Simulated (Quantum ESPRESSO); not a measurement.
## GaP (F-43m): a worked LO-TO splitting

Wanted: the LO mode of GaP (F-43m) from the TO mode and the field response.

Program: Quantum ESPRESSO 7.5. Level of theory: DFT LDA, scalar-relativistic, plane waves, PseudoDojo norm-conserving pseudopotentials. Results are calculated unless marked as measured.

## 1. The relaxed structure

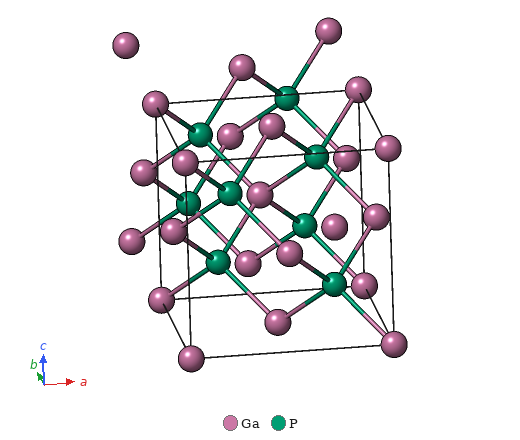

The starting structure, seen slightly off an axis (gallium pink, phosphorus teal). 1×2×1 cells are drawn. This picture shows the conventional cell, with its axes. Bonds to atoms that aren't drawn are left out. Some periodic images of atoms are drawn too.

As a file:

```cif
data_structure
_symmetry_space_group_name_H-M 'F-43m'
_symmetry_Int_Tables_number 216
_cell_length_a 5.3875
_cell_length_b 5.3875
_cell_length_c 5.3875
_cell_angle_alpha 90.000
_cell_angle_beta 90.000
_cell_angle_gamma 90.000
_cell_volume 156.37
loop_
_atom_site_label
_atom_site_type_symbol
_atom_site_symmetry_multiplicity
_atom_site_Wyckoff_symbol
_atom_site_fract_x
_atom_site_fract_y
_atom_site_fract_z
_atom_site_occupancy
Ga1 Ga 4 a 0.00000 0.00000 0.00000 1
P1 P 4 d 0.25000 0.25000 0.75000 1
```

This is the cell after its relaxation at this level of theory, not the database cell from which that began.

## 2. What the response run gave

A linear-response run on the relaxed cell, with the response to an electric field; only its zone-centre results are used. Cutoff 80 Ry, k mesh 12×12×12.

What it wrote:

```text
[banners, grids, parts of the stress and lines that vanish by symmetry left out]
Program PHONON v.7.5
     Reading xml data from directory:

[...]
Exchange-correlation= PW
                           (   1   4   0   0   0   0   0)
[...]
kinetic-energy cut-off    =      80.0000  Ry
     charge density cut-off    =     320.0000  Ry
     convergence threshold     =      1.0E-18
[...]
Exchange-correlation= PW
                           (   1   4   0   0   0   0   0)
[...]
q = (   0.0000000   0.0000000   0.0000000 )
     25 Sym.Ops. (with q -> -q+G )
     G cutoff =  840.1603  (  25605 G-vectors)     FFT grid: ( 45, 45, 45)
     number of k points=    72
[...]
Mode symmetry, T_d (-43m)  point group:
[...]
Dielectric constant
[...]
End of electric fields calculation
          Dielectric constant in cartesian axis
          (      10.790920989      -0.000000000       0.000000000 )
          (      -0.000000000      10.790920989       0.000000000 )
          (      -0.000000000      -0.000000000      10.790920989 )
          Effective charges (d Force / dE) in cartesian axis without acoustic sum rule applied (asr)
           atom    1  Ga    Mean Z*:        2.04584
      Ex  (        2.04584       -0.00000       -0.00000 )
      Ey  (       -0.00000        2.04584        0.00000 )
      Ez  (        0.00000        0.00000        2.04584 )
           atom    2  P     Mean Z*:       -2.05645
      Ex  (       -2.05645       -0.00000       -0.00000 )
      Ey  (       -0.00000       -2.05645        0.00000 )
      Ez  (        0.00000        0.00000       -2.05645 )
          Effective charges Sum: Mean:       -0.01061
[...]
Effective charges (d Force / dE) in cartesian axis with asr applied:
           atom    1  Ga    Mean Z*:        2.05115
[...]
atom    2  P     Mean Z*:       -2.05115
[...]
Representation #   1 modes #   1   2   3
[...]
End of self-consistent calculation
     Convergence has been achieved
     Representation #   2 modes #   4   5   6
[...]
End of self-consistent calculation
     Convergence has been achieved
[...]
Dielectric constant in cartesian axis
          (      10.790920989      -0.000000000       0.000000000 )
          (      -0.000000000      10.790920989       0.000000000 )
          (      -0.000000000      -0.000000000      10.790920989 )
          Effective charges (d Force / dE) in cartesian axis without acoustic sum rule applied (asr)
           atom    1  Ga    Mean Z*:        2.04584
      Ex  (        2.04584       -0.00000       -0.00000 )
      Ey  (       -0.00000        2.04584        0.00000 )
      Ez  (        0.00000        0.00000        2.04584 )
           atom    2  P     Mean Z*:       -2.05645
      Ex  (       -2.05645       -0.00000       -0.00000 )
      Ey  (       -0.00000       -2.05645        0.00000 )
      Ez  (        0.00000        0.00000       -2.05645 )
          Effective charges Sum: Mean:       -0.01061
[...]
Effective charges (d Force / dE) in cartesian axis with asr applied:
           atom    1  Ga    Mean Z*:        2.05115
[...]
atom    2  P     Mean Z*:       -2.05115
[...]
q = (    0.000000000   0.000000000   0.000000000 )
[...]
freq (    1) =      -0.086035 [THz] =      -2.869807 [cm-1]
     freq (    2) =      -0.086035 [THz] =      -2.869807 [cm-1]
     freq (    3) =      -0.086035 [THz] =      -2.869807 [cm-1]
     freq (    4) =      10.946102 [THz] =     365.122647 [cm-1]
     freq (    5) =      10.946102 [THz] =     365.122647 [cm-1]
     freq (    6) =      10.946102 [THz] =     365.122647 [cm-1]
[...]
Mode symmetry, T_d (-43m)  point group:
     freq (   1-   3) =         -2.9  [cm-1]   --> T_2  G_15 P_4   I+R
     freq (   4-   6) =        365.1  [cm-1]   --> T_2  G_15 P_4   I+R

   JOB DONE.
```

| quantity | value |
| --- | --- |
| cell volume Ω (Å³) | 39.093 |
| mass of Ga (u) | 69.723 |
| mass of P (u) | 30.974 |
| Born charge of Ga, raw (e) | 2.046 |
| Born charge of P, raw (e) | -2.056 |
| ε∞ | 10.791 |
| ω(TO) after the sum rule (cm⁻¹) | 365.1 |

## 3. The calculation

The charges must sum to zero over the cell; taking off their mean, -0.005 e, leaves Z* = 2.051 e on Ga. In the polar mode Ga moves against P, so the reduced mass is μ = 69.72 × 30.97 / 100.70 = 21.446 u.

A longitudinal wave builds up a field that adds to the restoring force: ω(LO)² = ω(TO)² + 4π Z*² / (μ Ω ε∞), in Hartree atomic units. With μ = 39094 electron masses and Ω = 263.81 bohr³ the second term is 4.7502e-07 Ha², or 22881 cm⁻² (1 Ha = 219474.6 cm⁻¹).

So ω(LO) = √(133320 + 22881) = 395.2 cm⁻¹, and by the Lyddane-Sachs-Teller relation ε₀ = ε∞ (ω(LO)/ω(TO))² = 12.64.

## 4. Check against the program

The analysis program adds the same non-analytic term to the full matrix, here for q along (1 0 0).

What it wrote:

```text
[banner, memory and clock lines left out]
Program DYNMAT v.7.5

     Reading Dynamical Matrix from file g.dyn
     ...Force constants read
     ...epsilon and Z* read

     Polarizability (A^3 units)
     multiply by 0.234541 for Clausius-Mossotti correction
        30.458951   -0.000000   -0.000000
        -0.000000   30.458951   -0.000000
         0.000000    0.000000   30.458951

     IR activities are in (D/A)^2/amu units

# mode   [cm-1]    [THz]      IR
    1     -0.00   -0.0000    0.0000
    2      0.00    0.0000    0.0000
    3      0.00    0.0000    0.0000
    4    365.13   10.9462    4.5259
    5    365.13   10.9462    4.5259
    6    395.22   11.8484    4.5259
```

ε₀ comes from the program's run without a direction of q.

| quantity | by hand | program |
| --- | --- | --- |
| ω(LO) (cm⁻¹) | 395.2 | 395.2 |
| ε₀ | 12.64 | 12.64 |

## 5. What came out

```yaml
to_mode: 365.1 cm⁻¹
lo_mode: 395.2 cm⁻¹
static_dielectric_constant: 12.64
```

**Reading.** The LO mode of GaP (F-43m) lies at 395 cm⁻¹, 30 cm⁻¹ above the TO mode; the formula meets the program within 0.1 cm⁻¹, as it must for a cubic crystal with one polar mode. ω(LO)² − ω(TO)² goes with Z*²/ε∞: an error of 5 % in ε∞ would move the LO mode by 1.4 cm⁻¹, and semilocal functionals tend to overestimate ε∞. These are harmonic values at zero temperature, at the volume of this functional, for the structure held cubic; stability elsewhere in the zone is no part of this calculation.

[Host names and launcher messages were left out of these logs when they were recorded.]

[Logs are printed without paths, hosts, clocks, repeated set-up lines and the standing remarks that a program may print on its own settings, such as how far it seeks lower states.]

[Hosts, paths, dates, database ids (printed as entryN), source tags and the programs' standing remarks are cut or masked in the printed files.]
